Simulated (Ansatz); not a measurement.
**Geometry relaxation, with input and output: TiO2 (part 1 of 3)**

TiO2 (P-4m2, 6 atoms in the cell), computed with DFT PBE, scalar-relativistic, plane waves, PAW, spin-polarised (Ansatz 0.2.0).

The structure was built on a prototype by a generator; it need not be a known phase. It belongs to a series of runs on one base structure; here: random cell with space group P-4m2 (No. 115). Figures and captions count atoms from 1; the log counts them from 0 in places.

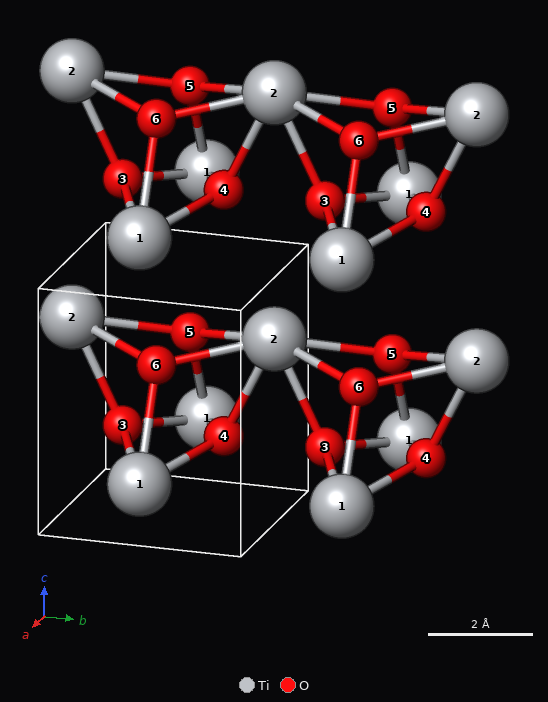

*The input geometry (ball-and-stick view of the cell of the calculation, repeated 1 × 2 × 2, seen at an oblique angle; atoms are numbered from 1 in the order of the input).*

### Input file
```yaml
crystal:
  lattice:
    - [4.1298114012, 0.0, 0.0]
    - [0.0, 4.1298114012, 0.0]
    - [0.0, 0.0, 5.045217037]
  atoms:
    - { symbol: Ti, position: [0.0, 0.5, 0.25], spin: 1.0 }
    - { symbol: Ti, position: [0.5, 0.0, 0.75], spin: 1.0 }
    - { symbol: O, position: [0.5, 0.25, 0.3333333333] }
    - { symbol: O, position: [0.5, 0.75, 0.3333333333] }
    - { symbol: O, position: [0.25, 0.5, 0.6666666667] }
    - { symbol: O, position: [0.75, 0.5, 0.6666666667] }
basis:
  ecutwfc: 420
kpoints:
  mp_grid: { grid: [4, 4, 4] }
hamiltonian:
  xc: pbe
scf:
  occupations: { method: gaussian, width: 0.1 }
  lower_state_search: "off"
output:
  forces: true
  stress: true
  eigenvalues: true
  populations: true
magnetization:
  spin_polarized: true
relax:
  adjacent_minimum: "off"
  f_tol: 0.04
  max_steps: 70
  cell: { stress_tol: 0.4 }
```

Run on 1 thread of Intel Xeon (Granite Rapids), 176 GiB of memory available, shared host.

Run as:
```bash
ansatz run input.yaml --threads 1 --pin off --max-ram 2560MiB --backend cpu --events-out ev --progress --plain --runs-dir out
```

### Log
```
Engine: ansatz 0.2.0, x86_64-unknown-linux-gnu
Pseudopotentials: kind: paw
Pseudopotential: Ti, paw, valence charge 12, recommended cutoff 420 eV (normal), Ti.paw.azcp
Pseudopotential: O, paw, valence charge 6, recommended cutoff 420 eV (normal), O.paw.azcp
Functional definition: PBE
  parameter kappa = 0.804
  parameter beta = 0.06672455060314922
  exchange = pbe_x(kappa = kappa, mu = beta*pi^2/3)
  correlation = pbe_c(beta = beta)
Crystal: 6 atoms, lattice volume = 86.048 Å³
Basis set: ecut = 420 eV, 1657 PW (Γ), exchange–correlation on 60×60×72 points (8 copies of the dense FFT grid, shifted against one another)
Bands: 31, of which v1, the nominal top of the filled ones, is band 24 counted from 1 (23 counted from 0)
Symmetry: 8 space group operations
Space group: P-4m2 (ITA 115), of the structure as read, at distance tolerance 4.4e-5 Å
Magnetic group: BNS 115.283 (UNI 943), of the structure as read, at distance tolerance 4.4e-5 Å
k-points: 18 of 64 (time reversal used)
Non-local potential: Ti, projectors of the file, l = 0: 3, l = 1: 2, l = 2: 3, l = 3: 1
Non-local potential: O, projectors of the file, l = 0: 2, l = 1: 2, l = 2: 1
PAW form: soft (Blöchl's): semilocal exchange-correlation on the pseudo side does not see the compensation charge
PAW one-centre angular grid: Ti, 590 points (default); XC on 64 Gauss nodes
PAW one-centre angular grid: O, 110 points (default); XC on 64 Gauss nodes
Initial density: superposition of atomic densities (chi_scale 0.1, normalization cell, long waves kept (reshape's long-wave potential 0.09 eV rms))
Starting moments: Σ|m| = 2 μB on 2 of 6 sites
Initial wavefunctions: pseudopotential atomic-orbital guess
Functional: x = pbe(κ = 0.804, μ = 0.2195149727645171), c = pbe(β = 0.06672455060314922)
SCF iter   1: F=—  HF=-7268.554326 eV  |F-HF|=—  |Δ(HF+E_count)|=         —  Δρ=1.90e-1 (↑1.90e-1 ↓1.27e-1)  dr2=1.21e2  dr2_m=1.32e0  M=3.659 μB ∫|m|=4.145 μB  β_m=1.00  ethr=3.10e-3  ⟨swp⟩=4.4  Hψ=3830  notcnv=0
preconditioner: auto → Kerker (q_TF=auto, 2.475 Å⁻¹)  [metal: Δε(μ)=0.015 eV  Ē_g=6.426 eV  σ=0.100 eV  W_gap=0.08  n_scr=18 (ndim 8)  ℏωp=22.6 eV  f_vac=0.000  D(μ)=10.11/eV (n_scr^D=138)]
spin=Collinear: Kerker preconditioning applied to the charge; magnetization (m = ρ↑ − ρ↓) channel mixes plain (no charge-response kernel on spin).
SCF iter   2: F=—  HF=-7267.610891 eV  |F-HF|=—  |Δ(HF+E_count)|=   9.43e-1  Δρ=1.55e-1 (↑1.55e-1 ↓9.09e-2)  dr2=5.47e1  dr2_m=2.85e0  M=0.460 μB ∫|m|=0.858 μB  β_m=0.30  ethr=3.10e-3  ⟨swp⟩=3.5  Hψ=2767  notcnv=0  defer=35
SCF iter   3: F=—  HF=-7262.410176 eV  |F-HF|=—  |Δ(HF+E_count)|=    5.20e0  Δρ=5.37e-2 (↑5.37e-2 ↓2.79e-2)  dr2=5.47e0  dr2_m=4.03e-1  M=1.498 μB ∫|m|=1.964 μB  β_m=0.30  ethr=3.10e-3  ⟨swp⟩=3.3  Hψ=2546  notcnv=0  defer=61
SCF iter   4: F=—  HF=-7262.310387 eV  |F-HF|=—  |Δ(HF+E_count)|=   9.98e-2  Δρ=2.71e-2 (↑2.71e-2 ↓2.45e-2)  dr2=1.55e0  dr2_m=5.75e-2  M=2.554 μB ∫|m|=2.847 μB  β_m=1.00  ethr=3.10e-3  ⟨swp⟩=3.3  Hψ=2348  notcnv=0  defer=42
SCF iter   5: F=—  HF=-7263.157536 eV  |F-HF|=—  |Δ(HF+E_count)|=   8.47e-1  Δρ=7.78e-2 (↑7.78e-2 ↓5.32e-2)  dr2=1.42e1  dr2_m=6.74e-1  M=1.043 μB ∫|m|=1.540 μB  β_m=0.30  ethr=3.10e-3  ⟨swp⟩=3.1  Hψ=2765  notcnv=0  defer=39
SCF iter   6: F=—  HF=-7262.267355 eV  |F-HF|=—  |Δ(HF+E_count)|=   8.90e-1  Δρ=8.38e-3 (↑8.38e-3 ↓5.41e-3)  dr2=6.63e-2  dr2_m=2.13e-2  M=2.434 μB ∫|m|=2.673 μB  β_m=1.00  ethr=3.10e-3  ⟨swp⟩=2.3  Hψ=1766  notcnv=0  defer=59
SCF iter   7: F=—  HF=-7262.301453 eV  |F-HF|=—  |Δ(HF+E_count)|=   3.41e-2  Δρ=8.52e-3 (↑8.52e-3 ↓5.22e-3)  dr2=1.74e-1  dr2_m=4.01e-3  M=2.392 μB ∫|m|=2.610 μB  β_m=0.30  ethr=1.38e-4  ⟨swp⟩=2.8  Hψ=1950  notcnv=0  defer=52
SCF iter   8: F=—  HF=-7262.312645 eV  |F-HF|=—  |Δ(HF+E_count)|=   1.12e-2  Δρ=3.86e-3 (↑3.86e-3 ↓3.20e-3)  dr2=5.83e-3  dr2_m=8.03e-3  M=2.633 μB ∫|m|=2.815 μB  β_m=1.00  ethr=1.38e-4  ⟨swp⟩=2.0  Hψ=1529  notcnv=0  defer=47
SCF iter   9: F=—  HF=-7262.326470 eV  |F-HF|=—  |Δ(HF+E_count)|=   1.38e-2  Δρ=4.39e-3 (↑4.39e-3 ↓3.82e-3)  dr2=3.75e-2  dr2_m=5.50e-3  M=2.794 μB ∫|m|=2.955 μB  β_m=1.00  ethr=1.21e-5  ⟨swp⟩=2.5  Hψ=1888  notcnv=0  defer=44
SCF iter  10: F=—  HF=-7262.333543 eV  |F-HF|=—  |Δ(HF+E_count)|=   7.07e-3  Δρ=4.48e-3 (↑4.48e-3 ↓1.38e-3)  dr2=1.21e-2  dr2_m=4.68e-3  M=2.783 μB ∫|m|=2.926 μB  β_m=0.30  ethr=1.21e-5  ⟨swp⟩=2.2  Hψ=2137  notcnv=0  defer=40
SCF iter  11: F=—  HF=-7262.339829 eV  |F-HF|=—  |Δ(HF+E_count)|=   6.29e-3  Δρ=2.49e-3 (↑1.54e-3 ↓2.49e-3)  dr2=5.38e-3  dr2_m=2.17e-3  M=2.865 μB ∫|m|=3.002 μB  β_m=1.00  ethr=1.21e-5  ⟨swp⟩=2.2  Hψ=1910  notcnv=0  defer=38
SCF iter  12: F=—  HF=-7262.344156 eV  |F-HF|=—  |Δ(HF+E_count)|=   4.33e-3  Δρ=1.60e-3 (↑9.01e-4 ↓1.60e-3)  dr2=5.01e-4  dr2_m=1.19e-3  M=2.905 μB ∫|m|=3.030 μB  β_m=0.30  ethr=1.12e-5  ⟨swp⟩=2.2  Hψ=1445  notcnv=0  defer=38
SCF iter  13: F=—  HF=-7262.347557 eV  |F-HF|=—  |Δ(HF+E_count)|=   3.40e-3  Δρ=1.42e-3 (↑1.31e-3 ↓1.42e-3)  dr2=6.72e-5  dr2_m=1.44e-3  M=2.919 μB ∫|m|=3.039 μB  β_m=0.30  ethr=1.04e-6  ⟨swp⟩=1.9  Hψ=1417  notcnv=0  defer=38
Mixer restart at iter 13: flushing history
spin-set hold released at iteration 13 (site moments contracting): the magnetisation degrees of freedom join the quasi-Newton model from the next iteration; the mixer history was flushed
SCF iter  14: F=—  HF=-7262.349568 eV  |F-HF|=—  |Δ(HF+E_count)|=   2.01e-3  Δρ=1.57e-3 (↑1.57e-3 ↓1.24e-3)  dr2=2.10e-4  dr2_m=1.53e-3  M=2.931 μB ∫|m|=3.045 μB  β_m=0.65  ethr=1.40e-7  ⟨swp⟩=2.0  Hψ=1807  notcnv=0  defer=38
SCF iter  15: F=—  HF=-7262.352412 eV  |F-HF|=—  |Δ(HF+E_count)|=   2.84e-3  Δρ=1.22e-3 (↑9.01e-4 ↓1.22e-3)  dr2=1.86e-3  dr2_m=5.22e-4  M=2.959 μB ∫|m|=3.068 μB  β_m=0.80  ethr=1.40e-7  ⟨swp⟩=2.6  Hψ=2105  notcnv=0  defer=38
SCF iter  16: F=—  HF=-7262.353484 eV  |F-HF|=—  |Δ(HF+E_count)|=   1.07e-3  Δρ=1.99e-3 (↑1.99e-3 ↓2.53e-4)  dr2=5.62e-3  dr2_m=6.37e-4  M=2.971 μB ∫|m|=3.064 μB  β_m=0.87  ethr=1.40e-7  ⟨swp⟩=2.6  Hψ=2185  notcnv=0  defer=40  recentre
SCF iter  17: F=—  HF=-7262.353084 eV  |F-HF|=—  |Δ(HF+E_count)|=   4.00e-4  Δρ=4.15e-4 (↑4.15e-4 ↓3.73e-4)  dr2=3.62e-5  dr2_m=1.10e-4  M=2.968 μB ∫|m|=3.065 μB  β_m=0.83  ethr=1.40e-7  ⟨swp⟩=2.1  Hψ=1991  notcnv=0  defer=40
SCF iter  18: F=—  HF=-7262.353196 eV  |F-HF|=—  |Δ(HF+E_count)|=   1.12e-4  Δρ=1.04e-4 (↑9.16e-5 ↓1.04e-4)  dr2=1.44e-5  dr2_m=4.13e-6  M=2.972 μB ∫|m|=3.065 μB  β_m=0.91  ethr=7.55e-8  ⟨swp⟩=2.0  Hψ=1941  notcnv=0  defer=40
SCF iter  19: F=—  HF=-7262.353180 eV  |F-HF|=—  |Δ(HF+E_count)|=   1.59e-5  Δρ=4.05e-5 (↑4.05e-5 ↓1.42e-5)  dr2=2.49e-6  dr2_m=2.49e-7  M=2.973 μB ∫|m|=3.065 μB  β_m=0.96  ethr=3.00e-8  ⟨swp⟩=2.0  Hψ=1699  notcnv=0  defer=40
SCF iter  20: F=—  HF=-7262.353180 eV  |F-HF|=—  |Δ(HF+E_count)|=   1.87e-7  Δρ=7.40e-6 (↑6.41e-6 ↓7.40e-6)  dr2=1.70e-7  dr2_m=1.04e-8  M=2.972 μB ∫|m|=3.064 μB  β_m=0.96  ethr=5.20e-9  ⟨swp⟩=2.0  Hψ=1770  notcnv=0  defer=40
iter 21 did not close the SCF: its close was put off for a magnetic moment that had not settled (scf_convergence_deferred on its scf_iter line)
SCF iter  21: F=-7262.353180 eV  HF=-7262.353180 eV  |F-HF|=5.60e-9  |Δ(HF+E_count)|=   3.38e-8  Δρ=4.14e-6 (↑4.14e-6 ↓2.32e-6)  dr2=3.51e-8  dr2_m=5.27e-9  M=2.973 μB ∫|m|=3.064 μB  β_m=0.98  ethr=2.08e-10  ⟨swp⟩=6.8  Hψ=4211  notcnv=0
iter 22 did not close the SCF: its close was put off until two iterations running show no level that it waits for move by more than its bar (scf_convergence_deferred on its scf_iter line)
SCF iter  22: F=-7262.353180 eV  HF=-7262.353180 eV  |F-HF|=1.03e-9  |Δ(HF+E_count)|=   1.04e-8  Δρ=1.37e-6 (↑1.37e-6 ↓5.69e-7)  dr2=3.76e-9  dr2_m=3.02e-10  M=2.973 μB ∫|m|=3.065 μB  β_m=0.99  ethr=7.32e-11  ⟨swp⟩=2.0  Hψ=3182  notcnv=0
SCF iter  23: F=-7262.353180 eV  HF=-7262.353180 eV  |F-HF|=5.86e-10  |Δ(HF+E_count)|=  5.97e-10  Δρ=1.06e-6 (↑1.06e-6 ↓2.64e-7)  dr2=1.28e-9  dr2_m=2.24e-10  M=2.973 μB ∫|m|=3.065 μB  ethr=7.83e-12  ⟨swp⟩=1.0  Hψ=2804  notcnv=0
SCF 1 converged in 23 iterations: F = -7262.353180 eV  dr2 = 1.28e-9
  greatest PAW one-centre occupation: 0.999 electrons in one spin orbital (limit 2), on the Ti atom at site 1 (counted from 0), in its partial waves of l = 0
relax step   1: F+E_penalty+E_count = -7262.35318009 eV  Δ(F+E_penalty+E_count) = +0.000e0 eV  max|allowed force component| = 3.283e0 eV/Å  Δτ_max = 0.0000 Å  P = -19.560 GPa  Ω = 86.048 Å³  (23 SCF iters, dr2 threshold 1.00e-7 eV, accepted)
Crystal: 6 atoms, lattice volume = 77.249 Å³
Basis set: ecut = 420 eV, 1505 PW (Γ), exchange–correlation on 60×60×72 points (8 copies of the dense FFT grid, shifted against one another)
Initial density: handed on by an earlier stage of this run
Starting moments: Σ|m| = 2 μB on 2 of 6 sites; this step starts from the density that it was given
Initial wavefunctions: those handed on with the density
iter 1 solved again at ethr=2.41e-3 eV; its pass at ethr=3.10e-3 eV (dr2=1.16e0 eV) is discarded
```
